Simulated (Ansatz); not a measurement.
# Y₄N: single-point calculation

System: Y₄N (slab, 10 atoms in the cell).
Method: DFT PBE, scalar-relativistic, plane waves, PAW, no spin polarisation (Ansatz 0.2.0).

The structure derives from an entry of the Crystallography Open Database. Figures and captions count atoms from 1; the log counts them from 0 in places.

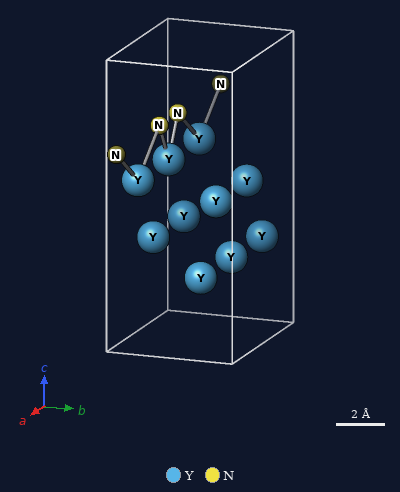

**Figure 1.** The structure as given in the input (ball-and-stick view of the cell of the calculation, with the vacuum cut short, seen slightly off an axis; neighbours outside the cell are drawn fainter).

Summary:

- outcome: converged
- electrons treated: 98
- free energy: −31547.7646 eV
- work function, top face: 6.43 eV
- work function, bottom face: 3.22 eV
- Fermi energy: −0.542 eV
- gap on the k-point mesh: none (metallic)
- work function (upper face): 6.43 eV
- largest force (length of the vector): 1.713 eV/Å
- hardware: 4 threads of Intel Xeon (Granite Rapids), 176 GiB of memory available, shared host
- wall time: 11 s (CPU time 38 s)
- peak memory: 1.5 GiB

The input:
```yaml
crystal:
  lattice:
    - [7.3129608291, 0.0, 0.0]
    - [0.0, 5.6740148963, 0.0]
    - [0.0, 0.0, 21.9980757826]
  atoms:
    - { symbol: "Y", position: [0.0, 0.75, 0.1818340858] }
    - { symbol: "Y", position: [0.5, 0.75, 0.1818340858] }
    - { symbol: "Y", position: [0.25, 0.25, 0.2298171451] }
    - { symbol: "Y", position: [0.75, 0.25, 0.2298171451] }
    - { symbol: "Y", position: [0.25, 0.75, 0.3130925676] }
    - { symbol: "Y", position: [0.75, 0.75, 0.3130925676] }
    - { symbol: "Y", position: [0.0, 0.25, 0.3635806996] }
    - { symbol: "Y", position: [0.5, 0.25, 0.3635806996] }
    - { symbol: "N", position: [0.3496505006, 0.25, 0.4435876974] }
    - { symbol: "N", position: [0.6503494994, 0.25, 0.4435876974] }
basis:
  ecutwfc: 420
kpoints:
  mp_grid: { grid: [4, 5, 1] }
hamiltonian:
  xc: pbe
scf:
  occupations: { method: gaussian, width: 0.1 }
output:
  forces: true
  eigenvalues: true
efield:
  axis: 3
  dipole_correction: true
  ramp_width: 0.04
```

Launch command:
```bash
ansatz run input.yaml --threads 4 --pin off --max-ram 12288MiB --backend cpu --events-out ev --progress --plain --runs-dir out
```

Output:
```
Engine: ansatz 0.2.0, x86_64-unknown-linux-gnu
Pseudopotentials: kind: paw
Pseudopotential: Y, paw, valence charge 11, recommended cutoff 420 eV (normal), Y.paw.azcp
Pseudopotential: N, paw, valence charge 5, recommended cutoff 420 eV (normal), N.paw.azcp
Functional definition: PBE
  parameter kappa = 0.804
  parameter beta = 0.06672455060314922
  exchange = pbe_x(kappa = kappa, mu = beta*pi^2/3)
  correlation = pbe_c(beta = beta)
Crystal: 10 atoms, lattice volume = 912.785 Å³
Basis set: ecut = 420 eV, 17867 PW (Γ), exchange–correlation on 100×80×300 points (8 copies of the dense FFT grid, shifted against one another)
Bands: 59, of which v1, the nominal top of the filled ones, is band 49 counted from 1 (48 counted from 0)
Symmetry: 4 space group operations
Space group: Pmm2 (ITA 25), of the structure as read, at distance tolerance 9.7e-5 Å
k-points: 9 of 20
Non-local potential: Y, projectors of the file, l = 0: 3, l = 1: 2, l = 2: 2, l = 3: 1
Non-local potential: N, projectors of the file, l = 0: 2, l = 1: 2, l = 2: 1
PAW form: soft (Blöchl's): semilocal exchange-correlation on the pseudo side does not see the compensation charge
PAW one-centre angular grid: Y, 590 points (default); XC on 64 Gauss nodes
PAW one-centre angular grid: N, 110 points (default); XC on 64 Gauss nodes
Initial density: superposition of atomic densities (neutral atoms: chi_scale 0, normalization atom), corrected by the library's trained network
Initial wavefunctions: pseudopotential atomic-orbital guess
Functional: x = pbe(κ = 0.804, μ = 0.2195149727645171), c = pbe(β = 0.06672455060314922)
SCF iter   1: F=—  HF=-31547.836015 eV  |F-HF|=—  |Δ(HF+E_count)|=         —  Δρ=6.70e-3  dr2=2.10e0  ethr=1.77e-3  p=-0.690 e·Å  D=-1.37e-1 V/Å  ΔV_dip=3.01 eV  dr2_dipole=4.88e-1  V_vac-E_F(+/−)=6.08/3.07 eV  ⟨swp⟩=9.9  Hψ=2671  notcnv=0
efield: sawtooth ramp at fractional position 0.7927 (placed from the atoms, in the widest stretch of the axis that holds none; the zero of the levels goes with the place), width 0.0400; the density the first Hamiltonian is built on has a dipole p = -0.690 e·Å; the dipole correction subtracts the counter field D = -1.37e-1 V/Å, which shifts the + side's vacuum level by +3.01 eV against the − side's; the planar-averaged density in the ramp window peaks in size at 2.7e-5 e/Å³
preconditioner: auto → LDOS  [metal: Δε(μ)=0.026 eV  Ē_g=1.920 eV  σ=0.100 eV  W_gap=0.14  n_scr=102 (ndim 8)  ℏωp=6.7 eV  f_vac=0.600  D(μ)=14.71/eV (n_scr^D=78)  β→1.0]
SCF iter   2: F=—  HF=-31547.745130 eV  |F-HF|=—  |Δ(HF+E_count)|=   9.09e-2  Δρ=2.65e-3  dr2=1.05e-1  ethr=1.77e-3  p=-0.730 e·Å  D=-1.45e-1 V/Å  ΔV_dip=3.18 eV  dr2_dipole=1.31e-2  V_vac-E_F(+/−)=6.38/3.20 eV  ⟨swp⟩=2.1  Hψ=649  notcnv=0  defer=4
SCF iter   3: F=—  HF=-31547.765067 eV  |F-HF|=—  |Δ(HF+E_count)|=   1.99e-2  Δρ=9.09e-4  dr2=2.33e-2  ethr=1.07e-4  p=-0.727 e·Å  D=-1.44e-1 V/Å  ΔV_dip=3.17 eV  dr2_dipole=3.86e-3  V_vac-E_F(+/−)=6.39/3.22 eV  ⟨swp⟩=2.0  Hψ=745  notcnv=0  defer=15
SCF iter   4: F=—  HF=-31547.764916 eV  |F-HF|=—  |Δ(HF+E_count)|=   1.50e-4  Δρ=2.26e-4  dr2=9.30e-4  ethr=2.38e-5  p=-0.733 e·Å  D=-1.45e-1 V/Å  ΔV_dip=3.20 eV  dr2_dipole=8.61e-5  V_vac-E_F(+/−)=6.42/3.22 eV  ⟨swp⟩=2.0  Hψ=677  notcnv=0  defer=15
SCF iter   5: F=—  HF=-31547.765002 eV  |F-HF|=—  |Δ(HF+E_count)|=   8.58e-5  Δρ=8.89e-5  dr2=2.17e-4  ethr=9.49e-7  p=-0.736 e·Å  D=-1.46e-1 V/Å  ΔV_dip=3.21 eV  dr2_dipole=2.72e-5  V_vac-E_F(+/−)=6.43/3.22 eV  ⟨swp⟩=2.3  Hψ=727  notcnv=0  defer=15
SCF iter   6: F=—  HF=-31547.765017 eV  |F-HF|=—  |Δ(HF+E_count)|=   1.48e-5  Δρ=3.26e-5  dr2=1.85e-5  ethr=2.21e-7  p=-0.737 e·Å  D=-1.46e-1 V/Å  ΔV_dip=3.21 eV  dr2_dipole=9.97e-7  V_vac-E_F(+/−)=6.43/3.22 eV  ⟨swp⟩=2.1  Hψ=649  notcnv=0  defer=15
SCF iter   7: F=—  HF=-31547.764587 eV  |F-HF|=—  |Δ(HF+E_count)|=   4.29e-4  Δρ=7.33e-6  dr2=9.90e-7  ethr=1.89e-8  p=-0.737 e·Å  D=-1.46e-1 V/Å  ΔV_dip=3.21 eV  dr2_dipole=3.51e-9  V_vac-E_F(+/−)=6.43/3.21 eV  ⟨swp⟩=2.2  Hψ=702  notcnv=0  defer=10
SCF iter   8: F=—  HF=-31547.764588 eV  |F-HF|=—  |Δ(HF+E_count)|=   7.60e-7  Δρ=2.91e-6  dr2=1.45e-7  ethr=1.02e-10  p=-0.737 e·Å  D=-1.46e-1 V/Å  ΔV_dip=3.22 eV  dr2_dipole=7.33e-9  V_vac-E_F(+/−)=6.43/3.21 eV  ⟨swp⟩=17.8  Hψ=2665  notcnv=0
SCF iter   9: F=-31547.764588 eV  HF=-31547.764588 eV  |F-HF|=5.54e-8  |Δ(HF+E_count)|=   1.22e-7  Δρ=8.87e-7  dr2=1.81e-8  ethr=1.02e-10  p=-0.737 e·Å  D=-1.46e-1 V/Å  ΔV_dip=3.22 eV  dr2_dipole=1.69e-9  V_vac-E_F(+/−)=6.43/3.21 eV  ⟨swp⟩=4.9  Hψ=1608  notcnv=0
SCF 1 converged in 9 iterations: F = -31547.764588 eV  dr2 = 1.81e-8
  greatest PAW one-centre occupation: 0.994 electrons in one spin orbital (limit 2), on the Y atom at site 4 (counted from 0), in its partial waves of l = 0
```

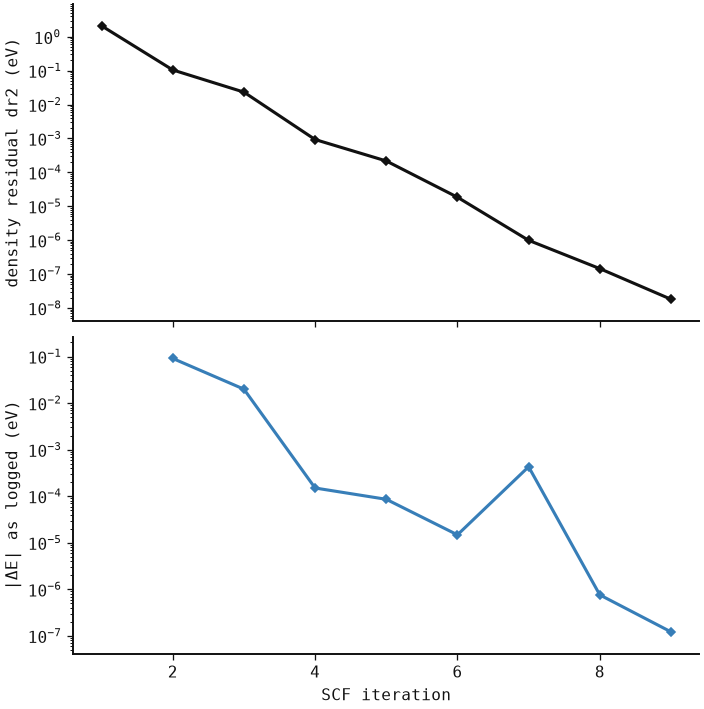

**Figure 2.** Convergence of the self-consistent field: density residual dr2 and size of the energy change against the SCF iteration. The residual falls at every step.

```
SCF converged after 9 iterations
Free energy (F): -31547.764588 eV
Harris-Foulkes:  -31547.764588 eV  (|F-HF|=5.54e-8)
Internal energy: -31547.687709 eV  (E = F + TS)
E sigma→0 (E₀):  -31547.726149 eV
Entropy (-TS):   -0.076879 eV (-7.688 meV/atom)
Fermi energy:    -0.541760 eV
Dipole field:    D = -0.146147 V/Å  (p = -0.737221 e·Å, saw-weighted, corrected)
Work function:   Φ+ = 6.4301 eV   Φ− = 3.2152 eV
Levels:          The Fermi level and band energies are counted from a zero that moves with the ramp; work functions are not
--- Per-component energies (eV) ---
  E_band       = -1903.701930
  E_kinetic    = 2678.294375
  E_local      = -43363.549097  (includes V_loc(G=0)·N_el)
  E_nonlocal   = 497.201911
  E_hartree    = 20241.325250
  E_xc         = -1495.175931
  E_vxc        = -1729.360990  (∫ρ·V_xc dr)
  E_paw        = -22855.053677  (= ΣΔE_a)
  E_vpaw       = -461.752276  (= ΣTr[D̂ρ^β])
  E_aug_tail   = 0.000186  (compensation charges beyond the density's cutoff)
  E_efield     = 0.053871  (sawtooth field / dipole correction)
  E_vefield    = -7.179450  (∫n·V_field dr)
  E_ewald      = 12749.215402
  E_smearing   = -0.076879  (= −TS)
  E_closure    = 0.000000  (closes the sum)
  Σ components = -31547.764588   (vs F -31547.764588, Δ=0.00e0)
--- Forces (eV/Å), atoms counted from 1 ---
  atom   1  Y      0.00000000     0.00000000    -0.17232171
  atom   2  Y      0.00000000     0.00000000     0.04106677
  atom   3  Y     -0.06831297     0.00000000    -0.23104384
  atom   4  Y      0.06831297    -0.00000000    -0.23104384
  atom   5  Y     -0.30282926     0.00000000     0.27194716
  atom   6  Y      0.30282926    -0.00000000     0.27194716
  atom   7  Y     -0.00000000    -0.00000000     1.71292671
  atom   8  Y      0.00000000     0.00000000    -0.02586135
  atom   9  N      0.39563831    -0.00000000    -0.81883681
  atom  10  N     -0.39563831     0.00000000    -0.81883681
  max |Σ_I F_I| component: 5.65e-5 eV/Å
--- Band table (eV; the first three rows and the last of 9) ---
  k-point 0: bands = ["-43.8275", "-43.6053", "-43.5561", "-43.3090", "-43.2944", "-43.1863", "-43.1708", "-41.3062", "-23.8587", "-23.8419", "-23.7435", "-23.7259", "-23.6882", "-23.6735", "-23.6719", "-23.5634", "-23.4087", "-23.3935", "-23.3830", "-23.3415", "-23.3406", "-23.3280", "-23.2947", "-23.1967", "-23.1876", "-23.1418", "-23.0528", "-23.0421", "-23.0187", "-21.8033", "-21.5726", "-21.5341", "-12.5335", "-11.5136", "-4.4896", "-3.3778", "-2.5585", "-2.1319", "-1.9015", "-1.8691", "-1.6485", "-1.5051", "-1.3337", "-1.3057", "-1.1505", "-1.0213", "-0.7898", "-0.7890", "-0.7102", "-0.5611", "-0.4721", "-0.3584", "0.0379", "0.1537", "0.3652", "0.6017", "0.6863", "0.8727", "0.9431"]
  k-point 1: bands = ["-43.8273", "-43.6049", "-43.5559", "-43.3081", "-43.2931", "-43.1881", "-43.1722", "-41.3062", "-23.8564", "-23.8426", "-23.7551", "-23.7421", "-23.6919", "-23.6800", "-23.6499", "-23.5854", "-23.4051", "-23.3857", "-23.3728", "-23.3628", "-23.3396", "-23.3125", "-23.2735", "-23.1832", "-23.1644", "-23.1446", "-23.0582", "-23.0487", "-23.0425", "-21.8029", "-21.5742", "-21.5328", "-12.5325", "-11.5130", "-4.2471", "-3.3415", "-2.5009", "-2.1239", "-2.0203", "-1.9672", "-1.7561", "-1.6836", "-1.2850", "-1.2610", "-1.0971", "-0.8280", "-0.7317", "-0.6846", "-0.6258", "-0.5476", "-0.4175", "-0.2241", "-0.0417", "0.1527", "0.2614", "0.5285", "0.5717", "0.8410", "0.9530"]
  k-point 2: bands = ["-43.8270", "-43.6043", "-43.5555", "-43.3064", "-43.2909", "-43.1911", "-43.1745", "-41.3063", "-23.8538", "-23.8468", "-23.7668", "-23.7520", "-23.7241", "-23.6656", "-23.6439", "-23.5970", "-23.3988", "-23.3884", "-23.3859", "-23.3417", "-23.3263", "-23.3082", "-23.2435", "-23.1640", "-23.1300", "-23.1264", "-23.1032", "-23.0686", "-23.0618", "-21.8022", "-21.5767", "-21.5306", "-12.5307", "-11.5122", "-3.6092", "-3.2672", "-2.6485", "-2.3396", "-2.0509", "-1.9487", "-1.8938", "-1.7961", "-1.5104", "-1.4389", "-1.1621", "-0.7414", "-0.6652", "-0.3798", "-0.3547", "-0.2905", "-0.1675", "-0.0330", "0.1182", "0.1432", "0.1447", "0.4193", "0.4307", "0.6438", "0.7107"]
  k-point 8: bands = ["-43.8270", "-43.6026", "-43.5573", "-43.2988", "-43.2986", "-43.1830", "-43.1826", "-41.3064", "-23.8486", "-23.8412", "-23.7579", "-23.7333", "-23.7004", "-23.6411", "-23.6016", "-23.5780", "-23.5538", "-23.3688", "-23.3616", "-23.3382", "-23.3149", "-23.2621", "-23.2515", "-23.1812", "-23.1621", "-23.1257", "-23.1172", "-23.0819", "-23.0812", "-21.8016", "-21.5763", "-21.5405", "-12.5225", "-11.5178", "-3.0322", "-2.8807", "-2.8178", "-2.1214", "-2.0826", "-2.0356", "-1.7127", "-1.5947", "-1.2632", "-1.2187", "-1.1869", "-0.9667", "-0.7735", "-0.7503", "-0.5266", "-0.4506", "-0.3978", "-0.1215", "0.0457", "0.1293", "0.1913", "0.3359", "0.3905", "0.5108", "0.5145"]
```

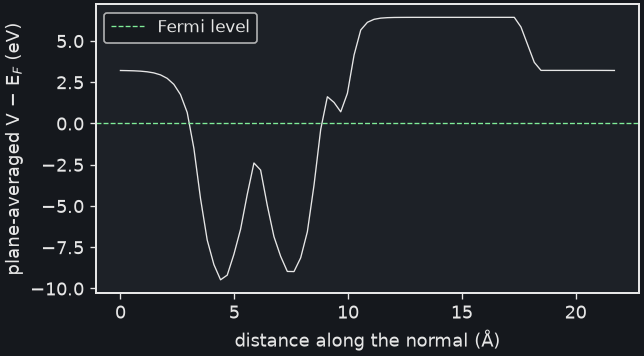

**Figure 3.** Plane average of the electrostatic potential energy of an electron across the cell, from the Fermi level. The vacuum level lies 6.43 eV above the Fermi level on the upper side and 3.22 eV on the lower.

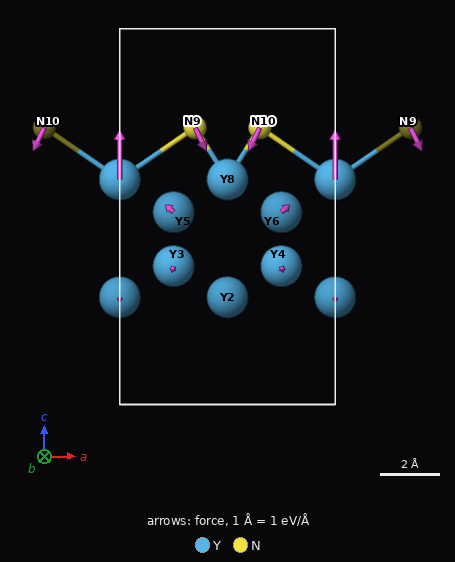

**Figure 4.** Forces on the atoms as pink arrows (ball-and-stick view of the cell of the calculation, with the vacuum cut short, along the b axis; neighbours outside the cell are drawn fainter; atoms are numbered from 1 in the order of the input); the smallest are left out. The largest act on Y7 (1.71 eV/Å); N9, N10 (0.91 eV/Å). The geometry is not a stationary point of this energy.
